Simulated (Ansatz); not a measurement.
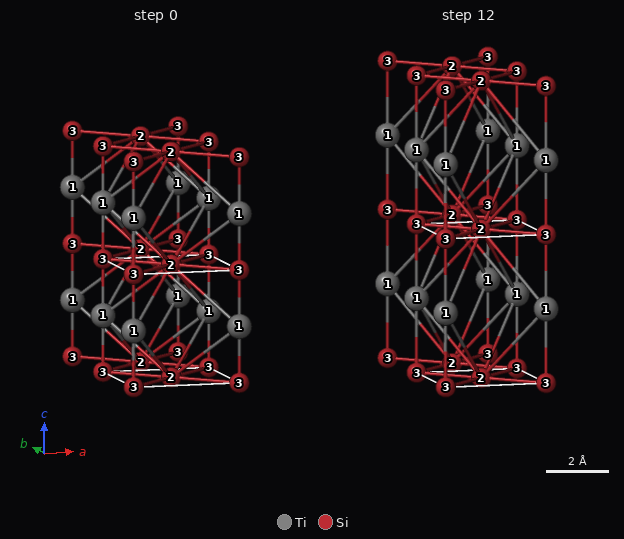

The structure of crystalline TiSi2 (a generated structure, set up in P4/mmm) (coarse preliminary run) before (left) and after (right) a relaxation, at one scale.

A ball-and-stick model of the cell of the calculation, repeated 1 × 2 × 2 with one cell outlined, seen slightly off an axis.

These are results of Ansatz 0.2.0, DFT PBE, scalar-relativistic, plane waves, PAW, not measurements.

Input file:
```yaml
crystal:
  lattice:
    - [3.56847304, 0.0, 0.0]
    - [0.0, 3.56847304, 0.0]
    - [0.0, 0.0, 3.69863248]
  atoms:
    - { symbol: Ti, position: [0.0, 0.0, 0.5] }
    - { symbol: Si, position: [0.5, 0.5, 0.0] }
    - { symbol: Si, position: [0.0, 0.0, 0.0] }
basis:
  ecutwfc: 420
kpoints:
  mp_grid: { grid: [6, 6, 6] }
hamiltonian:
  xc: pbe
scf:
  occupations: { method: gaussian, width: 0.1 }
  lower_state_search: "off"
output:
  forces: true
  stress: true
  eigenvalues: true
relax:
  adjacent_minimum: "off"
  f_tol: 0.04
  max_steps: 70
  cell: { stress_tol: 0.4 }
```

Command:
```bash
ansatz run input.yaml --threads 1 --pin off --max-ram 2560MiB --backend cpu --events-out ev --progress --plain --runs-dir out
```

> Summarise the run.

After 10 accepted moves (12 points after the start) the energy has fallen by 1689 meV per atom. All forces vanish by symmetry, so only the cell relaxes. The pressure goes from 37.27 to −0.04 GPa. At 2 points the geometry stayed and the basis and grid were re-selected for the new cell (energy shift of 36.6 meV per atom at most each time). No atom moves by more than 0.005 Å relative to the cell. The volume changes by +18.8 %, with a = b 3.568 → 3.390 Å (−5.0 %), c 3.699 → 4.868 Å (+31.6 %). Among the contacts that change: Ti1–Si3 1.849 → 2.434 Å, Ti1–Si2 3.128 → 3.416 Å, Si2–Si3 2.523 → 2.397 Å. The space group stays P4/mmm (No. 123). Cost: 24 s on 1 thread of Arm Neoverse V1, on a shared host, peak memory 0.34 GiB.
